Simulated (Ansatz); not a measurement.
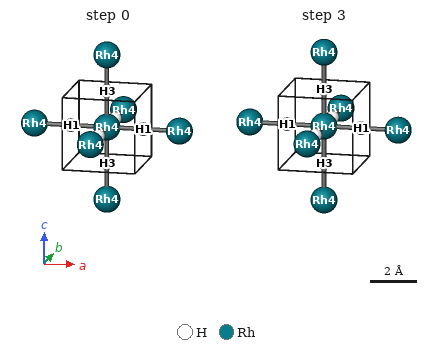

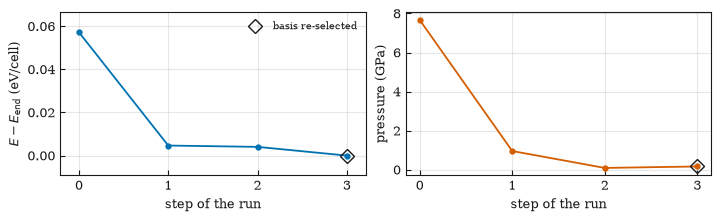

First and last geometry of a relaxation of a crystal of H3Rh (a generated structure, set up in Pm-3m) (coarse preliminary run), with the history of the run. The picture is a ball-and-stick view of the cell of the calculation, seen slightly off an axis.

Theory: DFT PBE, scalar-relativistic, plane waves, PAW in Ansatz.

The input:
```yaml
crystal:
  lattice:
    - [3.25220447, 0.0, 0.0]
    - [0.0, 3.25220447, 0.0]
    - [0.0, 0.0, 3.25220447]
  atoms:
    - { symbol: H, position: [0.0, 0.5, 0.5] }
    - { symbol: H, position: [0.5, 0.0, 0.5] }
    - { symbol: H, position: [0.5, 0.5, 0.0] }
    - { symbol: Rh, position: [0.5, 0.5, 0.5] }
basis:
  ecutwfc: 420
kpoints:
  mp_grid: { grid: [6, 6, 6] }
hamiltonian:
  xc: pbe
scf:
  occupations: { method: gaussian, width: 0.1 }
  lower_state_search: "off"
output:
  forces: true
  stress: true
  eigenvalues: true
relax:
  adjacent_minimum: "off"
  f_tol: 0.04
  max_steps: 70
  cell: { stress_tol: 0.4 }
```

Launched with:
```bash
ansatz run input.yaml --threads 1 --pin off --max-ram 2048MiB --backend cpu --events-out ev --progress --plain --runs-dir out
```

**Did the run converge, and what did it change?**

It converged. No atom moves by more than 0.005 Å relative to the cell. The volume changes by +7.2 %, with a = b = c 3.252 → 3.328 Å (+2.3 %). Among the contacts that change: H1–Rh4 1.626 → 1.664 Å. The space group stays Pm-3m (No. 221). Over 2 accepted moves (3 points after the start) the energy falls by 57.2 meV per cell of the calculation. All forces vanish by symmetry, so only the cell relaxes. The pressure goes from 7.67 to 0.17 GPa. At 1 point the geometry stayed and the basis and grid were re-selected for the new cell (energy shift of 4.0 meV per cell of the calculation at most each time).

```
step  E − E(0), meV/atom  pressure, GPa  volume, Å³/atom                      note
   0                0.00           7.67            8.600                          
   1              -13.15           0.96            9.137                          
   2              -13.30           0.09            9.219                          
   3              -14.31           0.17            9.219  same geometry, new basis
```
